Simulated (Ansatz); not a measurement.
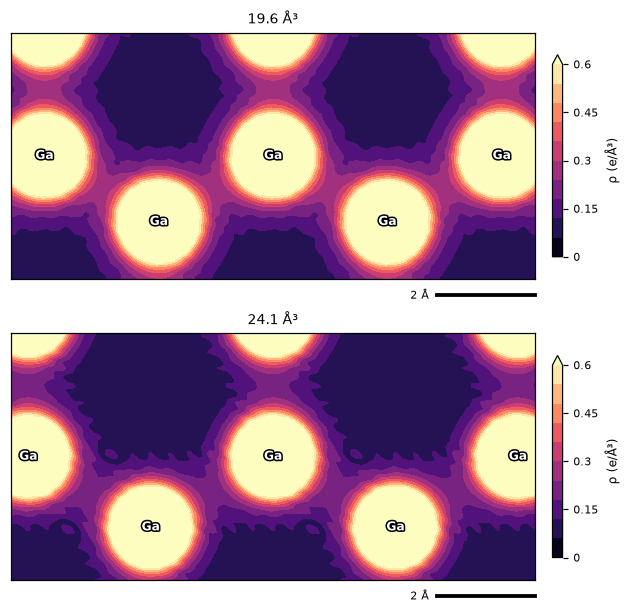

Ga. The valence electron density of cells scaled evenly to different volumes (given per atom above each panel), on the (001) plane of each (indices in the axes of the cell below), at one length scale and on one colour scale.

A generated structure, not necessarily the stable one; computed without spin polarisation.

These are results of Ansatz, DFT, BLYP, plane waves (420 eV) with PAW, scalar-relativistic, not measurements.

Core electrons are frozen (PAW), and the valence fields are smoothed inside the atomic spheres.

The largest cell:

```cif
data_structure
_symmetry_space_group_name_H-M 'P 1'
_symmetry_Int_Tables_number 1
_cell_length_a 4.9786
_cell_length_b 4.9786
_cell_length_c 3.3609
_cell_angle_alpha 90.000
_cell_angle_beta 90.000
_cell_angle_gamma 120.000
_cell_volume 72.14
loop_
_atom_site_label
_atom_site_type_symbol
_atom_site_fract_x
_atom_site_fract_y
_atom_site_fract_z
_atom_site_occupancy
Ga1 Ga 0.00000 0.00000 0.00000 1
Ga2 Ga 0.33333 0.66667 0.50000 1
Ga3 Ga 0.66667 0.33333 0.50000 1
```

| volume (Å³/atom) | Ga–Ga contact in the plane (Å) | ρ at its midpoint (e/Å³) | pressure (GPa) | 
| --- | --- | --- | --- |
| 19.59 | 2.685 | 0.266 | 5.1 | 
| 20.48 | 2.725 | ? | ? | 
| 24.05 | 2.874 | 0.198 | −1.7 | 

Question: Estimate the missing row, and compare with the calculation.

Answer: Over the known rows ln ρ falls by 1.56 per Å of Ga–Ga distance (the line through the two), which gives 0.250 e/Å³ at 2.725 Å; the calculation gives 0.251 e/Å³. For the pressure, a straight line in volume between the neighbouring rows gives 3.7 GPa; the calculation gives 3.0, lower because pressure rises ever faster on compression.
